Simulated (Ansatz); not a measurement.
# Si$_{4}$HO$_{8}$: what the fields show

The calculation's input:

```
crystal:
  lattice:
    - [10.82, 0.0, 0.0]
    - [-2.705, 4.685197, 0.0]
    - [0.0, 0.0, 18.0]
  atoms:
    - { symbol: Si, position: [0.166667, 0.666667, 0.642778] }
    - { symbol: Si, position: [0.166667, 0.666667, 0.41] }
    - { symbol: O, position: [0.166667, 0.666667, 0.733333] }
    - { symbol: Si, position: [0.333333, 0.333333, 0.59] }
    - { symbol: Si, position: [0.333333, 0.333333, 0.41] }
    - { symbol: O, position: [0.333333, 0.333333, 0.5] }
    - { symbol: O, position: [0.25, 0.0, 0.617222] }
    - { symbol: O, position: [0.25, 0.0, 0.382778] }
    - { symbol: O, position: [0.0, 0.5, 0.617222] }
    - { symbol: O, position: [0.0, 0.5, 0.382778] }
    - { symbol: O, position: [0.25, 0.5, 0.617222] }
    - { symbol: O, position: [0.25, 0.5, 0.382778] }
    - { symbol: Si, position: [0.666667, 0.666667, 0.59] }
    - { symbol: Si, position: [0.666667, 0.666667, 0.41] }
    - { symbol: O, position: [0.666667, 0.666667, 0.5] }
    - { symbol: Si, position: [0.833333, 0.333333, 0.59] }
    - { symbol: Si, position: [0.833333, 0.333333, 0.41] }
    - { symbol: O, position: [0.833333, 0.333333, 0.5] }
    - { symbol: O, position: [0.75, 0.0, 0.617222] }
    - { symbol: O, position: [0.75, 0.0, 0.382778] }
    - { symbol: O, position: [0.5, 0.5, 0.617222] }
    - { symbol: O, position: [0.5, 0.5, 0.382778] }
    - { symbol: O, position: [0.75, 0.5, 0.617222] }
    - { symbol: O, position: [0.75, 0.5, 0.382778] }
    - { symbol: H, position: [0.261814, 0.72809, 0.751986] }
    - { symbol: H, position: [0.166667, 0.666667, 0.491667] }
scf:
  occupations: { method: fixed }
output:
  forces: true
  write_density: true
  write_potential: true
  elf: true
  volumetric_format: npy
hamiltonian:
  xc: r2scan
kpoints:
  mp_grid: { grid: [2, 4, 1] }
relax:
  f_tol: 0.01
  max_steps: 120
```

Launched as:

```sh
ansatz run input.yaml --threads 4 --pin off --max-ram 7168MiB --backend cpu --events-out ev --progress --plain --runs-dir out
```

The fields are those of the relaxed geometry.

Method: Ansatz 0.2.0, DFT r2SCAN, scalar-relativistic, plane waves, PAW.

In a PAW calculation such maps are meaningful between the atoms, not at the nuclei.

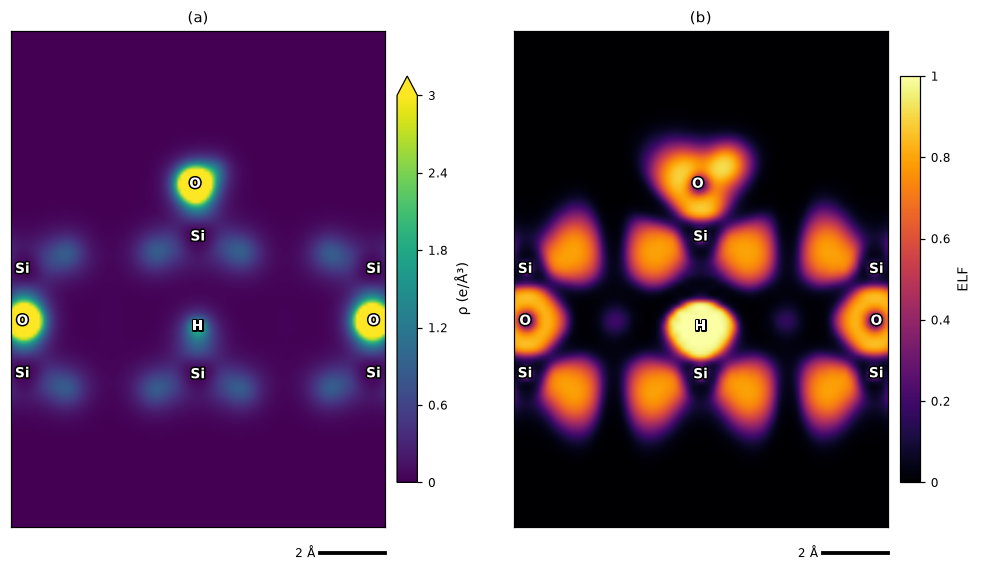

Figure 1. (a) valence charge density (pseudo); (b) electron localisation function on the (010) plane of the calculation cell, a cut from vacuum to vacuum.

Question: What does the map show?

Answer: Atoms in the plane: Si, O and H. Atoms just off the plane (O, 0.8 Å away and H, 0.4 Å away) can leave unmarked features too. Si–H (1.47 Å): ρ is about 0.81 e/Å³ halfway; the ELF is about 1 at the midpoint: an ordinary covalent bond to hydrogen. Si–O (1.61 Å): ρ is about 1.2 e/Å³ halfway; the ELF peaks at about 0.85 between the atoms (a shared but strongly polarised pair). The density dies away to nearly zero in the vacuum. The ELF also peaks beside O, away from the bonds: lone-pair regions.

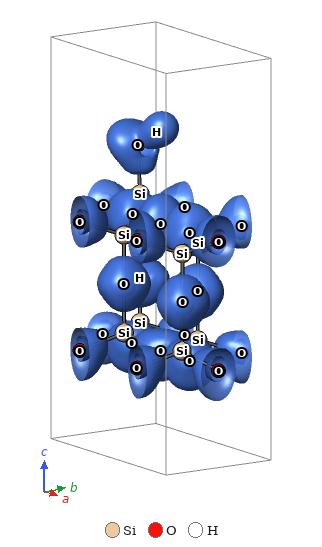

Figure 2. Isosurface of the electron localisation function at 0.75 (blue), seen slightly off an axis. Only the valence region is drawn (cores and ρ < 0.01 e/Å³ removed). Sticks mark near contacts.

Question: What do the ELF domains correspond to?

Answer: The ELF exceeds this value in one region around a hydrogen nucleus, 15 regions on O in which the atom's valence shell and bonds are merged and one joined region spread over several atoms (H, O), in which their bonds and any lone pairs are merged, counted in one cell of 26 atoms. Counts are for one cell; the picture repeats the cell along the surface. Along the contacts the grid gives the following. O–H (0.96 Å): the ELF climbs to about 1 towards the hydrogen, as it does in any bond to H (an ordinary covalent bond to hydrogen).

Question: Does the calculation make it a metal, or give it a gap?

Answer: It is gapped, with a Kohn–Sham gap of 6.3 eV on the k-point mesh (the band edges may lie off the mesh, which would make the gap smaller).
